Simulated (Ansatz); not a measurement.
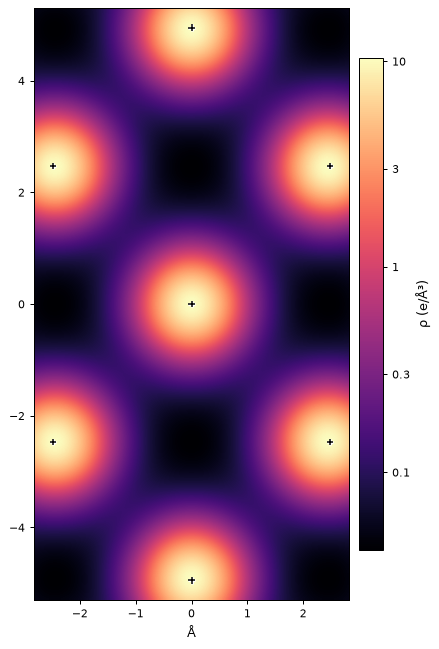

The valence charge density (pseudo) on a plane through atoms (crosses mark nuclei in the plane).

All numbers below come from Kohn-Sham DFT of a periodic cell, PBE0, Ansatz PAW (Ansatz 0.2.0).

Candidates:
A. Pb, a = 4.95 Å, b = 4.95 Å, c = 4.95 Å, α = 90.00°, β = 90.00°, γ = 90.00°. Space group Fm-3m.
B. Hf, a = 3.56 Å, b = 3.56 Å, c = 3.56 Å, α = 90.00°, β = 90.00°, γ = 90.00°. Space group Im-3m; computed pressure about 2 GPa in this cell.
C. Sn, a = 3.79 Å, b = 3.79 Å, c = 3.79 Å, α = 90.00°, β = 90.00°, γ = 90.00°. Space group Im-3m; a structure from a database of computed crystals, not necessarily the ambient phase.

Question: Which system is this?

Answer: Candidate A: Pb on the (010) plane of the conventional cell, which holds Pb. Pb–Pb (3.50 Å): ρ is about 0.12 e/Å³ halfway.
